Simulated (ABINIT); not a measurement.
**Hf: geometry relaxation (part 2 of 2)**

Hf (P6₃/mmc, 2 atoms in the cell); Kohn-Sham DFT of a periodic cell, LDA, JTH PAW LDA v2.0, no spin polarisation (ABINIT 10.8.3); cutoff 462.59 eV, 10×10×5 k-mesh, fermi-dirac of 0.05 eV. The structure derives from an entry of the Crystallography Open Database.

Geometry of the input (Å; fractional positions):
```
3.1967  0.0000  0.0000
-1.5983  2.7684  0.0000
0.0000  0.0000  5.0578
Hf 0.6667  0.3333  0.7500
Hf 0.3333  0.6667  0.2500
```

### The program's output, continued
```
--------------------------------------------------------------------------------

---SELF-CONSISTENT-FIELD CONVERGENCE--------------------------------------------

--- !BeginCycle
iteration_state: {dtset: 1, itime: 3, icycle: 1, }
solver: {iscf: 17, nstep: 100, nline: 4, wfoptalg: 10, }
tolerances: {tolvrs: 1.00E-09, }
...

     iter   Etot(hartree)      deltaE(h)  residm     nres2
 ETOT  1  -100.56483959798    -1.006E+02 7.568E+03 3.359E+00
 ETOT  2  -100.56188597481     2.954E-03 2.072E+00 1.357E-01
 ETOT  3  -100.56153796123     3.480E-04 1.622E-02 1.579E-02
 ETOT  4  -100.56149331367     4.465E-05 2.298E-03 5.764E-05
 ETOT  5  -100.56149398507    -6.714E-07 9.919E-05 5.005E-06
 ETOT  6  -100.56149399155    -6.476E-09 1.315E-05 1.476E-07
 ETOT  7  -100.56149399207    -5.273E-10 2.403E-05 9.477E-09
 ETOT  8  -100.56149399208    -2.245E-12 1.046E-05 5.571E-10

 At SCF step    8       nres2   =  5.57E-10 < tolvrs=  1.00E-09 =>converged.

 Cartesian components of stress tensor (hartree/bohr^3)
  sigma(1 1)= -1.71346097E-05  sigma(3 2)=  0.00000000E+00
  sigma(2 2)= -1.71346106E-05  sigma(3 1)=  0.00000000E+00
  sigma(3 3)= -1.90918082E-05  sigma(2 1)=  0.00000000E+00

--- !ResultsGS
iteration_state: {dtset: 1, itime: 3, icycle: 1, }
comment   : Summary of ground state results
lattice_vectors:
- [  5.8901610,   0.0000000,   0.0000000, ]
- [ -2.9450805,   5.1010290,   0.0000000, ]
- [  0.0000000,   0.0000000,   9.3042006, ]
lattice_lengths: [   5.89016,    5.89016,    9.30420, ]
lattice_angles: [ 90.000,  90.000, 120.000, ] # degrees, (23, 13, 12)
lattice_volume:   2.7955291E+02
convergence: {deltae: -2.245E-12, res2:  5.571E-10, residm:  1.046E-05, diffor: null, }
etotal    :  -1.00561494E+02
entropy   :   0.00000000E+00
fermie    :  -6.23529208E-02
cartesian_stress_tensor: # hartree/bohr^3
- [ -1.71346097E-05,   0.00000000E+00,   0.00000000E+00, ]
- [  0.00000000E+00,  -1.71346106E-05,   0.00000000E+00, ]
- [  0.00000000E+00,   0.00000000E+00,  -1.90918082E-05, ]
pressure_GPa:   5.2331E-01
xred      :
- [  6.6667E-01,   3.3333E-01,   7.5000E-01, Hf]
- [  3.3333E-01,   6.6667E-01,   2.5000E-01, Hf]
cartesian_forces: # hartree/bohr
- [  4.57142894E-29,  -2.63931573E-29,  -0.00000000E+00, ]
- [ -4.57142894E-29,   2.63931573E-29,  -0.00000000E+00, ]
force_length_stats: {min:   5.27863146E-29, max:   5.27863146E-29, mean:   5.27863146E-29, }
...

 Integrated electronic density in atomic spheres:
 ------------------------------------------------
 Atom  Sphere_radius  Integrated_density
    1        2.41119          9.59793154
    2        2.41119          9.59793154

---OUTPUT-----------------------------------------------------------------------

 Cartesian coordinates (xcart) [bohr]
  2.94508047547250E+00  1.70034300531285E+00  6.97815041447589E+00
 -9.67952876484071E-17  3.40068601062569E+00  2.32605013815863E+00
 Reduced coordinates (xred)
  6.66666666666666E-01  3.33333333333333E-01  7.50000000000000E-01
  3.33333333333333E-01  6.66666666666666E-01  2.50000000000000E-01
 Cartesian forces (fcart) [Ha/bohr]; max,rms= 4.57143E-29 3.04762E-29 (free atoms)
  4.57142893985331E-29 -2.63931572898431E-29 -0.00000000000000E+00
 -4.57142893985331E-29  2.63931572898431E-29 -0.00000000000000E+00
 Gradient of E wrt nuclear positions in reduced coordinates (gred)
 -2.69264522315439E-28  2.69264522315439E-28 -0.00000000000000E+00
  2.69264522315439E-28 -2.69264522315439E-28 -0.00000000000000E+00
 Scale of Primitive Cell (acell) [bohr]
  5.89016095094501E+00  5.89016095098057E+00  9.30420055263452E+00
 Real space primitive translations (rprimd) [bohr]
  5.89016095094501E+00  0.00000000000000E+00  0.00000000000000E+00
 -2.94508047547250E+00  5.10102901593854E+00  0.00000000000000E+00
  0.00000000000000E+00  0.00000000000000E+00  9.30420055263452E+00
 Unitary Cell Volume (ucvol) [Bohr^3]=  2.79552911158116E+02
 Angles (23,13,12)= [degrees]
  9.00000000000000E+01  9.00000000000000E+01  1.19999999999800E+02
 Lengths [Bohr]
  5.89016095094501E+00  5.89016095098057E+00  9.30420055263452E+00
 Stress tensor in cartesian coordinates (strten) [Ha/bohr^3]
 -1.71346096813213E-05  0.00000000000000E+00  0.00000000000000E+00
  0.00000000000000E+00 -1.71346105850498E-05  0.00000000000000E+00
  0.00000000000000E+00  0.00000000000000E+00 -1.90918082366501E-05
 Total energy (etotal) [Ha]= -1.00561493992076E+02

 Difference of energy with previous step (new-old):
           Absolute (Ha)=-1.36199E-03
           Relative     =-1.35439E-05

--- Iteration: ( 4/60) Internal Cycle: (1/1)
--------------------------------------------------------------------------------

---SELF-CONSISTENT-FIELD CONVERGENCE--------------------------------------------

--- !BeginCycle
iteration_state: {dtset: 1, itime: 4, icycle: 1, }
solver: {iscf: 17, nstep: 100, nline: 4, wfoptalg: 10, }
tolerances: {tolvrs: 1.00E-09, }
...

     iter   Etot(hartree)      deltaE(h)  residm     nres2
 ETOT  1  -100.56154247459    -1.006E+02 1.541E-04 2.367E-02
 ETOT  2  -100.56150763237     3.484E-05 9.757E-06 9.740E-04
 ETOT  3  -100.56150507057     2.562E-06 1.245E-05 1.129E-04
 ETOT  4  -100.56150475199     3.186E-07 9.855E-06 4.419E-07
 ETOT  5  -100.56150475710    -5.113E-09 1.085E-05 3.785E-08
 ETOT  6  -100.56150475727    -1.673E-10 8.789E-06 8.422E-10

 At SCF step    6       nres2   =  8.42E-10 < tolvrs=  1.00E-09 =>converged.

 Cartesian components of stress tensor (hartree/bohr^3)
  sigma(1 1)=  1.02844496E-06  sigma(3 2)=  0.00000000E+00
  sigma(2 2)=  1.02844407E-06  sigma(3 1)=  0.00000000E+00
  sigma(3 3)=  3.88963825E-07  sigma(2 1)=  0.00000000E+00

--- !ResultsGS
iteration_state: {dtset: 1, itime: 4, icycle: 1, }
comment   : Summary of ground state results
lattice_vectors:
- [  5.8986789,   0.0000000,   0.0000000, ]
- [ -2.9493395,   5.1084058,   0.0000000, ]
- [  0.0000000,   0.0000000,   9.3187365, ]
lattice_lengths: [   5.89868,    5.89868,    9.31874, ]
lattice_angles: [ 90.000,  90.000, 120.000, ] # degrees, (23, 13, 12)
lattice_volume:   2.8080005E+02
convergence: {deltae: -1.673E-10, res2:  8.422E-10, residm:  8.789E-06, diffor: null, }
etotal    :  -1.00561505E+02
entropy   :   0.00000000E+00
fermie    :  -6.24681868E-02
cartesian_stress_tensor: # hartree/bohr^3
- [  1.02844496E-06,   0.00000000E+00,   0.00000000E+00, ]
- [  0.00000000E+00,   1.02844407E-06,   0.00000000E+00, ]
- [  0.00000000E+00,   0.00000000E+00,   3.88963825E-07, ]
pressure_GPa:  -2.3986E-02
xred      :
- [  6.6667E-01,   3.3333E-01,   7.5000E-01, Hf]
- [  3.3333E-01,   6.6667E-01,   2.5000E-01, Hf]
cartesian_forces: # hartree/bohr
- [ -0.00000000E+00,  -0.00000000E+00,  -0.00000000E+00, ]
- [ -0.00000000E+00,  -0.00000000E+00,  -0.00000000E+00, ]
force_length_stats: {min:   0.00000000E+00, max:   0.00000000E+00, mean:   0.00000000E+00, }
...

 Integrated electronic density in atomic spheres:
 ------------------------------------------------
 Atom  Sphere_radius  Integrated_density
    1        2.41119          9.59229783
    2        2.41119          9.59229783

---OUTPUT-----------------------------------------------------------------------

 Cartesian coordinates (xcart) [bohr]
  2.94933945104749E+00  1.70280192600756E+00  6.98905240116650E+00
  5.01311526611923E-17  3.40560385201511E+00  2.32968413372217E+00
 Reduced coordinates (xred)
  6.66666666666666E-01  3.33333333333333E-01  7.50000000000000E-01
  3.33333333333333E-01  6.66666666666666E-01  2.50000000000000E-01
 Cartesian forces (fcart) [Ha/bohr]; max,rms= 0.00000E+00 0.00000E+00 (free atoms)
 -0.00000000000000E+00 -0.00000000000000E+00 -0.00000000000000E+00
 -0.00000000000000E+00 -0.00000000000000E+00 -0.00000000000000E+00
 Gradient of E wrt nuclear positions in reduced coordinates (gred)
  0.00000000000000E+00  0.00000000000000E+00  0.00000000000000E+00
  0.00000000000000E+00  0.00000000000000E+00  0.00000000000000E+00
 Scale of Primitive Cell (acell) [bohr]
  5.89867890209497E+00  5.89867890213059E+00  9.31873653488867E+00
 Real space primitive translations (rprimd) [bohr]
  5.89867890209497E+00  0.00000000000000E+00  0.00000000000000E+00
 -2.94933945104749E+00  5.10840577802267E+00  0.00000000000000E+00
  0.00000000000000E+00  0.00000000000000E+00  9.31873653488867E+00
 Unitary Cell Volume (ucvol) [Bohr^3]=  2.80800047200183E+02
 Angles (23,13,12)= [degrees]
  9.00000000000000E+01  9.00000000000000E+01  1.19999999999800E+02
 Lengths [Bohr]
  5.89867890209497E+00  5.89867890213059E+00  9.31873653488867E+00
 Stress tensor in cartesian coordinates (strten) [Ha/bohr^3]
  1.02844496471799E-06  0.00000000000000E+00  0.00000000000000E+00
  0.00000000000000E+00  1.02844406867780E-06  0.00000000000000E+00
  0.00000000000000E+00  0.00000000000000E+00  3.88963825363742E-07
 Total energy (etotal) [Ha]= -1.00561504757269E+02

 Difference of energy with previous step (new-old):
           Absolute (Ha)=-1.07652E-05
           Relative     =-1.07051E-07

 At Broyd/MD step   4, gradients are converged :
  max grad (force/stress) = 1.0284E-04 < tolmxf= 2.0000E-04 ha/bohr (free atoms)

================================================================================

 ----iterations are completed or convergence reached----

 Mean square residual over all n,k,spin=   29.582E-09; max=  87.887E-07
 reduced coordinates (array xred) for    2 atoms
       0.666666666667      0.333333333333      0.750000000000
       0.333333333333      0.666666666667      0.250000000000
 rms dE/dt=  0.0000E+00; max dE/dt=  0.0000E+00; dE/dt below (all hartree)
    1       0.000000000000      0.000000000000      0.000000000000
    2       0.000000000000      0.000000000000      0.000000000000

 cartesian coordinates (angstrom) at end:
    1      1.56072322365268     0.90108397331363     3.69844725399513
    2      0.00000000000000     1.80216794662726     1.23281575133171

 cartesian forces (hartree/bohr) at end:
    1     -0.00000000000000    -0.00000000000000    -0.00000000000000
    2     -0.00000000000000    -0.00000000000000    -0.00000000000000
 frms,max,avg= 0.0000000E+00 0.0000000E+00   0.000E+00  0.000E+00  0.000E+00 h/b

 cartesian forces (eV/Angstrom) at end:
    1     -0.00000000000000    -0.00000000000000    -0.00000000000000
    2     -0.00000000000000    -0.00000000000000    -0.00000000000000
 frms,max,avg= 0.0000000E+00 0.0000000E+00   0.000E+00  0.000E+00  0.000E+00 e/A
 length scales=  5.898678902095  5.898678902131  9.318736534889 bohr
              =  3.121446447305  3.121446447324  4.931263005327 angstroms
 Fermi (or HOMO) energy (hartree) =  -0.06247   Average Vxc (hartree)=  -0.43937
 Eigenvalues (hartree) for nkpt=  42  k points:
 kpt#   1, nband= 16, wtk=  0.00200, kpt=  0.0000  0.0000  0.0000 (reduced coord)
  -2.32976   -2.32608   -1.20126   -1.16627   -1.16627   -1.16025   -1.16025   -1.16019
  -0.34071   -0.20663   -0.02322   -0.01995   -0.01995   -0.00800    0.01315    0.01315
      occupation numbers for kpt#   1
   2.00000    2.00000    2.00000    2.00000    2.00000    2.00000    2.00000    2.00000
   2.00000    2.00000    0.00000    0.00000    0.00000    0.00000    0.00000    0.00000
 prteigrs : prtvol=0 or 1, do not print more k-points.

--- !EnergyTerms
iteration_state     : {dtset: 1, itime: 4, icycle: 1, }
comment             : Components of total free energy in Hartree
kinetic             :  1.09124277240904E+01
hartree             :  1.18642571687819E+01
xc                  : -1.79580170484542E+01
Ewald energy        : -8.00064649354738E+01
psp_core            :  1.56281869609894E+01
local_psp           : -1.20567887779229E+00
PAW spherical_terms : -3.97959369506776E+01
internal            : -1.00561225958536E+02
'-kT*entropy'       : -2.89818684826117E-04
total_energy        : -1.00561515777221E+02
total_energy_eV     : -2.73641824729527E+03
...

--- !EnergyTermsDC
iteration_state     : {dtset: 1, itime: 4, icycle: 1, }
comment             : '"Double-counting" decomposition of free energy'
band_energy         : -2.45953723486874E+01
Ewald energy        : -8.00064649354738E+01
psp_core            :  1.56281869609894E+01
xc_dc               : -2.18157222001336E+01
PAW spherical_terms :  1.02281575847214E+01
internal            : -1.00561214938584E+02
'-kT*entropy'       : -2.89818684826117E-04
total_energy_dc     : -1.00561504757269E+02
total_energy_dc_eV  : -2.73641794742710E+03
...

--- !EnergyTermsWithPAWCore
iteration_state     : {dtset: 1, itime: 4, icycle: 1, }
comment             : 'Components of total free energy, including PAW core contributions'
Total energy        : -3.01389987883496E+04
Total energy DC     : -3.01389987773297E+04
Total energy (eV)   : -8.20123937096935E+05
Total energy DC (eV): -8.20123936797067E+05
...

 Cartesian components of stress tensor (hartree/bohr^3)
  sigma(1 1)=  1.02844496E-06  sigma(3 2)=  0.00000000E+00
  sigma(2 2)=  1.02844407E-06  sigma(3 1)=  0.00000000E+00
  sigma(3 3)=  3.88963825E-07  sigma(2 1)=  0.00000000E+00

-Cartesian components of stress tensor (GPa)         [Pressure= -2.3986E-02 GPa]
- sigma(1 1)=  3.02578955E-02  sigma(3 2)=  0.00000000E+00
- sigma(2 2)=  3.02578691E-02  sigma(3 1)=  0.00000000E+00
- sigma(3 3)=  1.14437108E-02  sigma(2 1)=  0.00000000E+00

== END DATASET(S) ==============================================================
================================================================================

 -outvars: echo values of variables after computation  --------
            acell      5.8986789021E+00  5.8986789021E+00  9.3187365349E+00 Bohr
           etotal     -1.0056150476E+02
            fcart     -0.0000000000E+00 -0.0000000000E+00 -0.0000000000E+00
                      -0.0000000000E+00 -0.0000000000E+00 -0.0000000000E+00
            rprim      1.0000000000E+00  0.0000000000E+00  0.0000000000E+00
                      -5.0000000000E-01  8.6602540379E-01  0.0000000000E+00
                       0.0000000000E+00  0.0000000000E+00  1.0000000000E+00
           strten      1.0284449647E-06  1.0284440687E-06  3.8896382536E-07
                       0.0000000000E+00  0.0000000000E+00  0.0000000000E+00
           xangst      1.5607232237E+00  9.0108397331E-01  3.6984472540E+00
                       2.6528263527E-17  1.8021679466E+00  1.2328157513E+00
             xred      6.6666666667E-01  3.3333333333E-01  7.5000000000E-01
                       3.3333333333E-01  6.6666666667E-01  2.5000000000E-01
 Calculation completed.
```

### Trajectory as extended XYZ (Å, eV, eV/Å), 4 frames, from step=0 to step=3
```
2
Lattice="3.1967 0.0000 0.0000 -1.5983 2.7684 0.0000 0.0000 0.0000 5.0578" Properties=species:S:1:pos:R:3:forces:R:3 step=0 energy=-2736.33619
Hf    1.5983    0.9228    3.7934    0.0000   0.0000   0.0000
Hf    0.0000    1.8456    1.2645    0.0000   0.0000   0.0000
2
Lattice="3.1717 0.0000 0.0000 -1.5859 2.7468 0.0000 0.0000 0.0000 5.0157" Properties=species:S:1:pos:R:3:forces:R:3 step=1 energy=-2736.38059
Hf    1.5859    0.9156    3.7618    0.0000   0.0000   0.0000
Hf    0.0000    1.8312    1.2539    0.0000   0.0000   0.0000
2
Lattice="3.1169 0.0000 0.0000 -1.5585 2.6993 0.0000 0.0000 0.0000 4.9236" Properties=species:S:1:pos:R:3:forces:R:3 step=2 energy=-2736.41765
Hf    1.5585    0.8998    3.6927    0.0000   0.0000   0.0000
Hf    0.0000    1.7996    1.2309    0.0000   0.0000   0.0000
2
Lattice="3.1214 0.0000 0.0000 -1.5607 2.7033 0.0000 0.0000 0.0000 4.9313" Properties=species:S:1:pos:R:3:forces:R:3 step=3 energy=-2736.41795
Hf    1.5607    0.9011    3.6984    0.0000   0.0000   0.0000
Hf    0.0000    1.8022    1.2328    0.0000   0.0000   0.0000
```

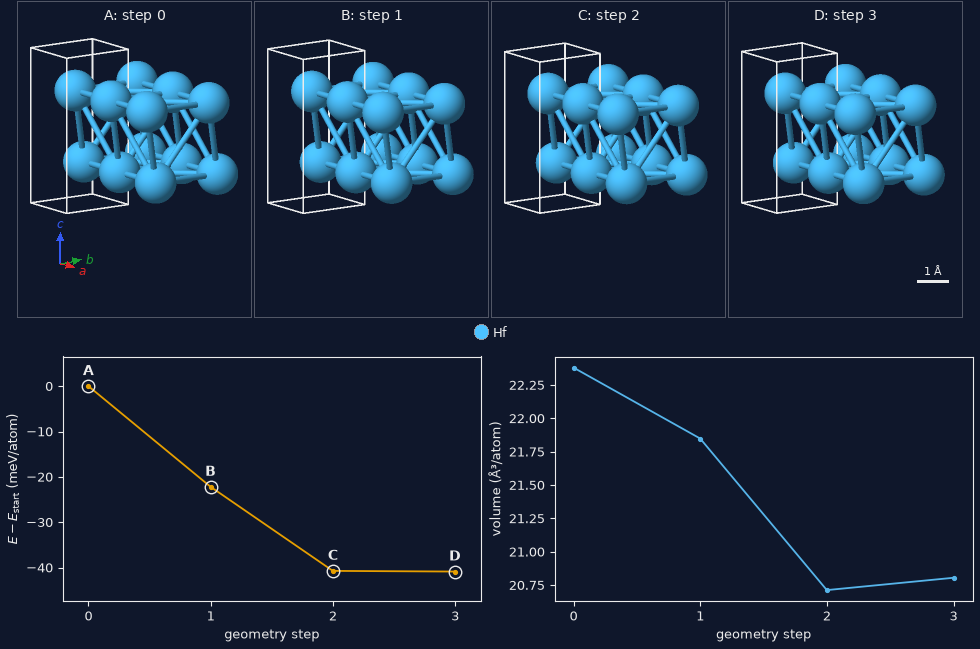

**Figure 1.** Frames of the relaxation (ball-and-stick view of the cell of the calculation, repeated 3 × 2 × 1, seen slightly off an axis) above the curves, on which the letters mark them (steps are counted from 0).

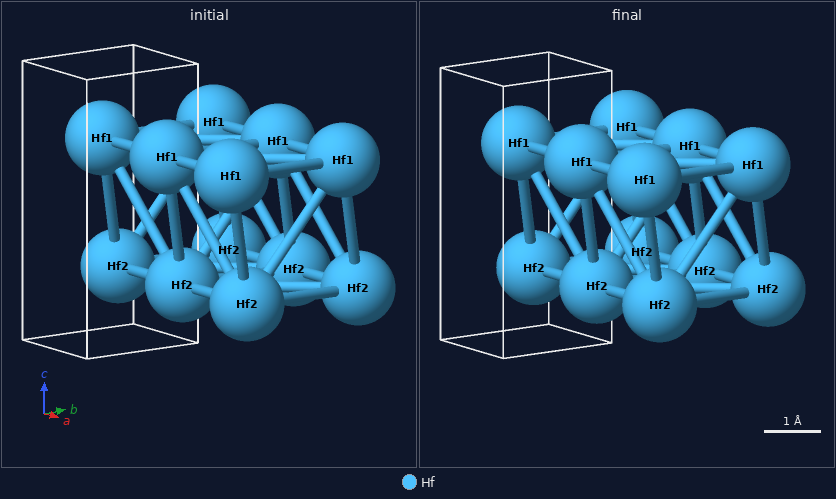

**Figure 2.** Before (left) and after (right) the relaxation, at one scale (ball-and-stick view of the cell of the calculation, repeated 3 × 2 × 1, seen slightly off an axis). The energy falls by 40.9 meV per atom in 3 geometry steps. All forces vanish by symmetry, so only the cell relaxes. No atom moves by more than 0.005 Å relative to the cell. The drawn cell changes as follows: a = b 3.197 → 3.121 Å (−2.4 %), c 5.058 → 4.931 Å (−2.5 %); the volume changes by −7.0 %. Among the contacts that change: Hf1–Hf2 3.131 → 3.054 Å, Hf1–Hf1 3.197 → 3.121 Å. The space group stays P6_3/mmc (No. 194). (Atoms are counted from 1 in the order of the input.)

### Results in brief

| quantity | value |
| --- | --- |
| outcome | converged |
| space group (tolerance 0.01 Å) | P6₃/mmc (194) |
| electrons treated | 24 |
| free energy | −2736.4179 eV |
| Fermi energy | −1.700 eV |
| gap on the k-point mesh | none (metallic) |
| pressure | −0.02 GPa |
| final volume | 41.61 Å³ |
| largest force (length of the vector) at the end | under 0.001 eV/Å |
| final cell | a = 3.121 Å, b = 3.121 Å, c = 4.931 Å, α = 90.00°, β = 90.00°, γ = 120.00° |
| wall time | 82 s |
| peak memory | 0.13 GiB |

Spin–orbit coupling is left out, which matters for Hf.
